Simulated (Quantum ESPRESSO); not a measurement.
# Run report: Ta, geometry relaxation

System: Ta (P-1, 2 atoms in the cell).
Method: Kohn-Sham DFT of a periodic cell, PBE, PseudoDojo 0.4.1 SR PBE standard, no spin polarisation (Quantum ESPRESSO 7.5).

The structure derives from an entry of the Crystallography Open Database.

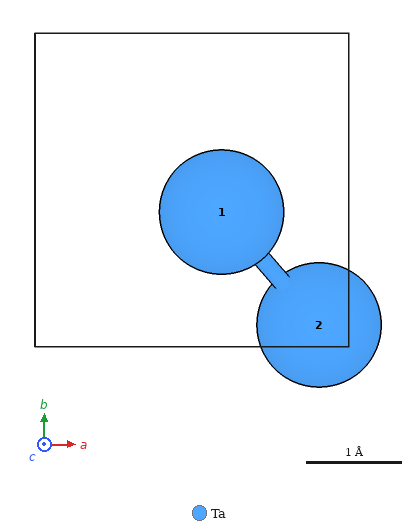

Fig. 1: The structure as given in the input (ball-and-stick view of the cell of the calculation, along the c axis; atoms are numbered from 1 in the order of the input). An atom can appear more than once, as a periodic image. Near neighbours in the periodic cell (some may lie outside the picture): Ta has 1 Ta at 1.82 Å.

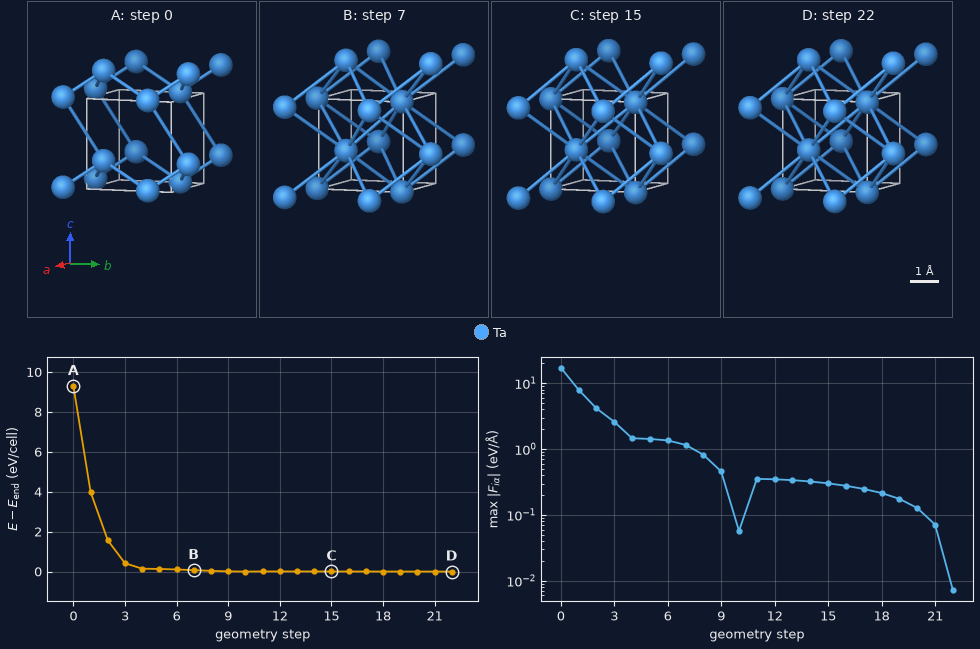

Fig. 2: Frames of the relaxation (ball-and-stick view of the cell of the calculation, repeated 2 × 2 × 2, seen slightly off an axis) above the curves, on which the letters mark them (steps are counted from 0).

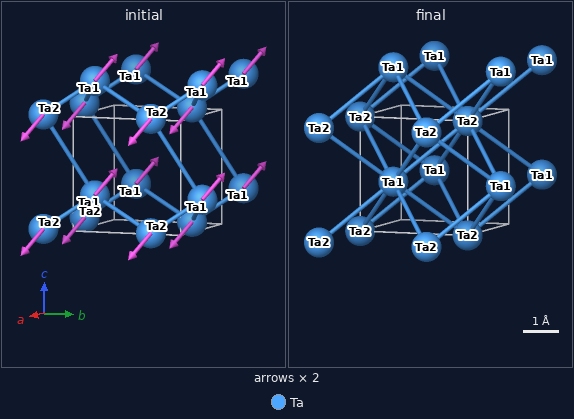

Fig. 3: Before (left) and after (right) the relaxation, at one scale (ball-and-stick view of the cell of the calculation, repeated 2 × 2 × 2, seen slightly off an axis). The pink arrows give the displacements, magnified 2 times. Over 22 geometry steps the energy falls by 9.295 eV per cell of the calculation. The largest force component goes from 17 to 0.0072 eV/Å. The largest moves, 0.54 Å, are those of Ta1 and Ta2. The cell doesn't change. Among the contacts that change: Ta1–Ta2 3.920 → 2.860 Å. Among the angles that change: Ta2–Ta1–Ta2 97.9° → 70.5°, Ta2–Ta1–Ta2 91.1° → 70.5°, Ta2–Ta1–Ta2 86.9° → 70.5°. The space group (tolerance 0.01 Å) goes from P-1 (No. 2) to Im-3m (No. 229). (Atoms are counted from 1 in the order of the input.)

The input and output of the run follow.

## The input
```python
import numpy as np
from ase.calculators.espresso import Espresso, EspressoProfile
from ase.io import read

atoms = read('POSCAR')

input_data = {
    'control': {'calculation': 'scf', 'prefix': 'pwscf', 'outdir': './tmp', 'tprnfor': True, 'tstress': True, 'disk_io': 'low'},
    'system': {'ecutwfc': 58.0, 'nbnd': 20, 'occupations': 'smearing', 'smearing': 'mp', 'degauss': 0.00734986},
    'electrons': {'conv_thr': 4e-10, 'electron_maxstep': 120, 'mixing_beta': 0.5},
}
pseudopotentials = {'Ta': 'Ta.upf'}
profile = EspressoProfile(command='pw.x', pseudo_dir='pseudo')
dft = Espresso(profile=profile, input_data=input_data, pseudopotentials=pseudopotentials, kpts=(4, 4, 4), koffset=(0, 0, 0))
atoms.calc = dft

from ase.optimize import FIRE
done = FIRE(atoms, trajectory='opt.traj').run(fmax=0.02, steps=30)
print('converged', done)
print(f'energy {atoms.get_potential_energy():.8f} eV')
print('forces (eV/A)')
print(np.round(atoms.get_forces(), 6))
print('stress (eV/A^3, Voigt)')
print(np.round(atoms.get_stress(), 8))
print(f'Fermi level {dft.get_fermi_level():.4f} eV')
```

## File POSCAR
```
Ta
1.0
    0.0000000000     -3.3025600000      0.0000000000
   -3.3025600000      0.0000000000      0.0000000000
    0.0000000000      0.0000000000     -3.3025600000
Ta
2
Direct
    0.5946212400      0.4298517200      0.3880863600
    0.9053787600      0.0701482800      0.1119136400
```

Launched with:
```bash
OMP_NUM_THREADS=1 python run.py
```

## The program's output
```
Step          Energy          fmax
FIRE:    0    -3534.053250       27.733911
FIRE:    1    -3539.360272       12.663215
FIRE:    2    -3541.784136        5.760840
FIRE:    3    -3542.931932        2.983875
FIRE:    4    -3543.204241        1.663856
FIRE:    5    -3543.217921        1.625224
FIRE:    6    -3543.243989        1.540948
FIRE:    7    -3543.278770        1.311081
FIRE:    8    -3543.312923        0.920159
FIRE:    9    -3543.337967        0.501044
FIRE:   10    -3543.348343        0.057785
FIRE:   11    -3543.341776        0.400982
FIRE:   12    -3543.341975        0.394992
FIRE:   13    -3543.342362        0.383098
FIRE:   14    -3543.342914        0.365471
FIRE:   15    -3543.343597        0.342370
FIRE:   16    -3543.344372        0.314128
FIRE:   17    -3543.345190        0.281160
FIRE:   18    -3543.346005        0.243949
FIRE:   19    -3543.346842        0.198552
FIRE:   20    -3543.347617        0.144206
FIRE:   21    -3543.348212        0.080537
FIRE:   22    -3543.348479        0.007890
converged True
energy -3543.34847909 eV
forces (eV/A)
[[-0.007224  0.001813  0.002605]
 [ 0.007224 -0.001813 -0.002605]]
stress (eV/A^3, Voigt)
[-0.00358449 -0.00358449 -0.00358449  0.          0.          0.        ]
Fermi level 18.3578 eV
```

## Trajectory as extended XYZ (Å, eV, eV/Å), 23 frames, from step=0 to step=22
```
2
Lattice="0.0000 -3.3026 0.0000 -3.3026 0.0000 0.0000 0.0000 0.0000 -3.3026" Properties=species:S:1:pos:R:3:forces:R:3 step=0 energy=-3534.05325
Ta   -1.4196   -1.9638   -1.2817  -17.2659  15.6038 -15.0857
Ta   -0.2317   -2.9901   -0.3696   17.2659 -15.6038  15.0857
2
Lattice="0.0000 -3.3026 0.0000 -3.3026 0.0000 0.0000 0.0000 0.0000 -3.3026" Properties=species:S:1:pos:R:3:forces:R:3 step=1 energy=-3539.36027
Ta   -1.5077   -1.8842   -1.3586   -5.7952   7.9665  -7.9566
Ta   -0.1436   -3.0696   -0.2927    5.7952  -7.9665   7.9566
2
Lattice="0.0000 -3.3026 0.0000 -3.3026 0.0000 0.0000 0.0000 0.0000 -3.3026" Properties=species:S:1:pos:R:3:forces:R:3 step=2 energy=-3541.78414
Ta   -1.5871   -1.8007   -1.4405   -1.7657   3.5827  -4.1514
Ta   -0.0641   -3.1532   -0.2108    1.7657  -3.5827   4.1514
2
Lattice="0.0000 -3.3026 0.0000 -3.3026 0.0000 0.0000 0.0000 0.0000 -3.3026" Properties=species:S:1:pos:R:3:forces:R:3 step=3 energy=-3542.93193
Ta   -1.6595   -1.7156   -1.5272    0.1613   1.4602  -2.5972
Ta    0.0082   -3.2383   -0.1241   -0.1613  -1.4602   2.5972
2
Lattice="0.0000 -3.3026 0.0000 -3.3026 0.0000 0.0000 0.0000 0.0000 -3.3026" Properties=species:S:1:pos:R:3:forces:R:3 step=4 energy=-3543.20424
Ta   -1.7210   -1.6307   -1.6221    1.4616  -0.4709  -0.6407
Ta    0.0697   -3.3232   -0.0291   -1.4616   0.4709   0.6407
2
Lattice="0.0000 -3.3026 0.0000 -3.3026 0.0000 0.0000 0.0000 0.0000 -3.3026" Properties=species:S:1:pos:R:3:forces:R:3 step=5 energy=-3543.21792
Ta   -1.7174   -1.6319   -1.6237    1.4262  -0.4602  -0.6289
Ta    0.0661   -3.3220   -0.0275   -1.4262   0.4602   0.6289
2
Lattice="0.0000 -3.3026 0.0000 -3.3026 0.0000 0.0000 0.0000 0.0000 -3.3026" Properties=species:S:1:pos:R:3:forces:R:3 step=6 energy=-3543.24399
Ta   -1.7101   -1.6342   -1.6269    1.3547  -0.4292  -0.5959
Ta    0.0589   -3.3197   -0.0244   -1.3547   0.4292   0.5959
2
Lattice="0.0000 -3.3026 0.0000 -3.3026 0.0000 0.0000 0.0000 0.0000 -3.3026" Properties=species:S:1:pos:R:3:forces:R:3 step=7 energy=-3543.27877
Ta   -1.6995   -1.6376   -1.6316    1.1596  -0.3506  -0.5014
Ta    0.0483   -3.3163   -0.0197   -1.1596   0.3506   0.5014
2
Lattice="0.0000 -3.3026 0.0000 -3.3026 0.0000 0.0000 0.0000 0.0000 -3.3026" Properties=species:S:1:pos:R:3:forces:R:3 step=8 energy=-3543.31292
Ta   -1.6860   -1.6418   -1.6375    0.8223  -0.2338  -0.3403
Ta    0.0347   -3.3120   -0.0138   -0.8223   0.2338   0.3403
2
Lattice="0.0000 -3.3026 0.0000 -3.3026 0.0000 0.0000 0.0000 0.0000 -3.3026" Properties=species:S:1:pos:R:3:forces:R:3 step=9 energy=-3543.33797
Ta   -1.6704   -1.6466   -1.6442    0.4573  -0.1125  -0.1710
Ta    0.0192   -3.3072   -0.0071   -0.4573   0.1125   0.1710
2
Lattice="0.0000 -3.3026 0.0000 -3.3026 0.0000 0.0000 0.0000 0.0000 -3.3026" Properties=species:S:1:pos:R:3:forces:R:3 step=10 energy=-3543.34834
Ta   -1.6537   -1.6517   -1.6513    0.0571   0.0089   0.0011
Ta    0.0024   -3.3022    0.0000   -0.0571  -0.0089  -0.0011
2
Lattice="0.0000 -3.3026 0.0000 -3.3026 0.0000 0.0000 0.0000 0.0000 -3.3026" Properties=species:S:1:pos:R:3:forces:R:3 step=11 energy=-3543.34178
Ta   -1.6365   -1.6558   -1.6577   -0.3532   0.1103   0.1545
Ta   -0.0147   -3.2980    0.0064    0.3532  -0.1103  -0.1545
2
Lattice="0.0000 -3.3026 0.0000 -3.3026 0.0000 0.0000 0.0000 0.0000 -3.3026" Properties=species:S:1:pos:R:3:forces:R:3 step=12 energy=-3543.34197
Ta   -1.6368   -1.6558   -1.6576   -0.3479   0.1086   0.1522
Ta   -0.0145   -3.2981    0.0063    0.3479  -0.1086  -0.1522
2
Lattice="0.0000 -3.3026 0.0000 -3.3026 0.0000 0.0000 0.0000 0.0000 -3.3026" Properties=species:S:1:pos:R:3:forces:R:3 step=13 energy=-3543.34236
Ta   -1.6372   -1.6556   -1.6574   -0.3375   0.1053   0.1475
Ta   -0.0141   -3.2982    0.0061    0.3375  -0.1053  -0.1475
2
Lattice="0.0000 -3.3026 0.0000 -3.3026 0.0000 0.0000 0.0000 0.0000 -3.3026" Properties=species:S:1:pos:R:3:forces:R:3 step=14 energy=-3543.34291
Ta   -1.6378   -1.6554   -1.6571   -0.3221   0.1003   0.1406
Ta   -0.0134   -3.2984    0.0058    0.3221  -0.1003  -0.1406
2
Lattice="0.0000 -3.3026 0.0000 -3.3026 0.0000 0.0000 0.0000 0.0000 -3.3026" Properties=species:S:1:pos:R:3:forces:R:3 step=15 energy=-3543.34360
Ta   -1.6387   -1.6552   -1.6567   -0.3018   0.0939   0.1316
Ta   -0.0126   -3.2987    0.0054    0.3018  -0.0939  -0.1316
2
Lattice="0.0000 -3.3026 0.0000 -3.3026 0.0000 0.0000 0.0000 0.0000 -3.3026" Properties=species:S:1:pos:R:3:forces:R:3 step=16 energy=-3543.34437
Ta   -1.6397   -1.6548   -1.6563   -0.2770   0.0860   0.1206
Ta   -0.0115   -3.2990    0.0050    0.2770  -0.0860  -0.1206
2
Lattice="0.0000 -3.3026 0.0000 -3.3026 0.0000 0.0000 0.0000 0.0000 -3.3026" Properties=species:S:1:pos:R:3:forces:R:3 step=17 energy=-3543.34519
Ta   -1.6409   -1.6545   -1.6557   -0.2481   0.0768   0.1077
Ta   -0.0103   -3.2994    0.0045    0.2481  -0.0768  -0.1077
2
Lattice="0.0000 -3.3026 0.0000 -3.3026 0.0000 0.0000 0.0000 0.0000 -3.3026" Properties=species:S:1:pos:R:3:forces:R:3 step=18 energy=-3543.34600
Ta   -1.6423   -1.6540   -1.6552   -0.2154   0.0665   0.0933
Ta   -0.0090   -3.2998    0.0039    0.2154  -0.0665  -0.0933
2
Lattice="0.0000 -3.3026 0.0000 -3.3026 0.0000 0.0000 0.0000 0.0000 -3.3026" Properties=species:S:1:pos:R:3:forces:R:3 step=19 energy=-3543.34684
Ta   -1.6440   -1.6535   -1.6544   -0.1754   0.0540   0.0758
Ta   -0.0073   -3.3003    0.0031    0.1754  -0.0540  -0.0758
2
Lattice="0.0000 -3.3026 0.0000 -3.3026 0.0000 0.0000 0.0000 0.0000 -3.3026" Properties=species:S:1:pos:R:3:forces:R:3 step=20 energy=-3543.34762
Ta   -1.6460   -1.6529   -1.6536   -0.1275   0.0390   0.0548
Ta   -0.0053   -3.3009    0.0023    0.1275  -0.0390  -0.0548
2
Lattice="0.0000 -3.3026 0.0000 -3.3026 0.0000 0.0000 0.0000 0.0000 -3.3026" Properties=species:S:1:pos:R:3:forces:R:3 step=21 energy=-3543.34821
Ta   -1.6483   -1.6522   -1.6525   -0.0714   0.0216   0.0304
Ta   -0.0030   -3.3017    0.0013    0.0714  -0.0216  -0.0304
2
Lattice="0.0000 -3.3026 0.0000 -3.3026 0.0000 0.0000 0.0000 0.0000 -3.3026" Properties=species:S:1:pos:R:3:forces:R:3 step=22 energy=-3543.34848
Ta   -1.6510   -1.6514   -1.6514   -0.0072   0.0018   0.0026
Ta   -0.0003   -3.3025    0.0001    0.0072  -0.0018  -0.0026
```

## Summary

```tsv
quantity	value
outcome	converged
space group (tolerance 0.01 Å)	P-1 (2) → Im-3m (229)
electrons treated	26
free energy	−3543.3488 eV
Fermi energy	18.358 eV
gap on the k-point mesh	none (metallic)
pressure	0.57 GPa
final volume	36.02 Å³
largest force (length of the vector) at the end	0.008 eV/Å
final cell	a = 3.303 Å, b = 3.303 Å, c = 3.303 Å, α = 90.00°, β = 90.00°, γ = 90.00°
hardware	1 thread of Intel Xeon @ 2.90GHz (Ice Lake), 16 GiB of memory available, shared host
wall time	3.7 min
peak memory	0.08 GiB
```

## Remarks

Further notes kept with the run: Not a group! Trying with lower acceptance parameter; Symmetry operations form a group. Points of doubt noted for this run: coarse mesh. Spin–orbit coupling is left out, which matters for Ta.
